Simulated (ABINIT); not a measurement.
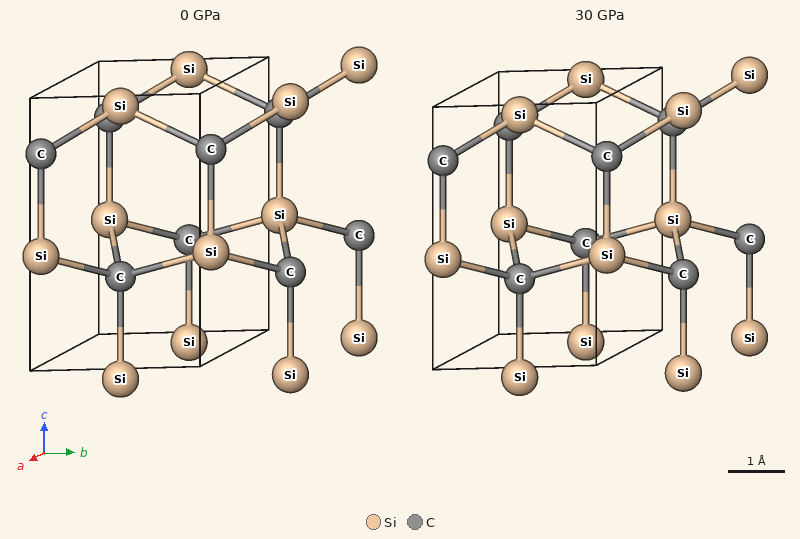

A crystal of SiC (set up in P6_3mc), relaxed (cell and atoms) at several target pressures. The picture shows the first and the last member. Style: ball-and-stick. Shown: the cell of the calculation, repeated 2 × 2 × 1 with one cell outlined, slightly off an axis.

Computed with ABINIT 10.8.3: PBE, JTH PAW PBE v2.0. (plane-wave cutoff 517 eV; k-point mesh 10 × 10 × 5; occupations fermi-dirac; smearing width 0.05 eV; no spin polarisation)

| pressure (GPa) | volume (Å³/atom) | a (Å) | c (Å) |
| --- | --- | --- | --- |
| 0 | 10.477 | 3.089 | 5.071 |
| 5 | 10.245 | 3.066 | 5.032 |
| 10 | ? | ? | ? |
| 20 | 9.669 | 3.008 | 4.934 |
| 30 | 9.357 | 2.976 | 4.879 |

Q: One row is withheld. What does the calculation give there?

A: Murnaghan's form V = V₀(1 + B′P/B₀)^(−1/B′), with V₀ = 10.477 Å³ from the row at zero pressure, fits the other rows with B₀ = 215 GPa and B′ = 3.64 (largest miss 0.002 Å³). At 10 GPa it gives 10.477 × (1 + 3.64 × 10/215)^(−1/3.64) = 10.036 Å³ per atom. The calculation gives 10.035 Å³/atom (a = 3.046 Å, c = 4.997 Å). The estimate is 0.001 Å³/atom too high. From the first member to the last: C–Si 1.905 → 1.834 Å, C–Si 1.892 → 1.822 Å.

The whole series:

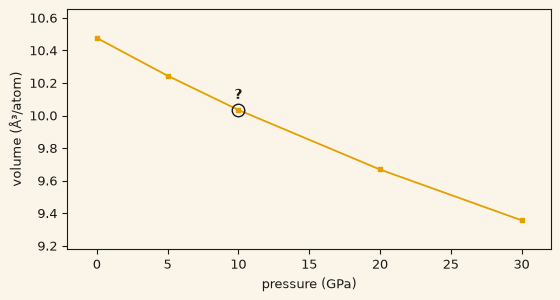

Each member starts from this one structure; whether another phase lies lower wasn't checked.
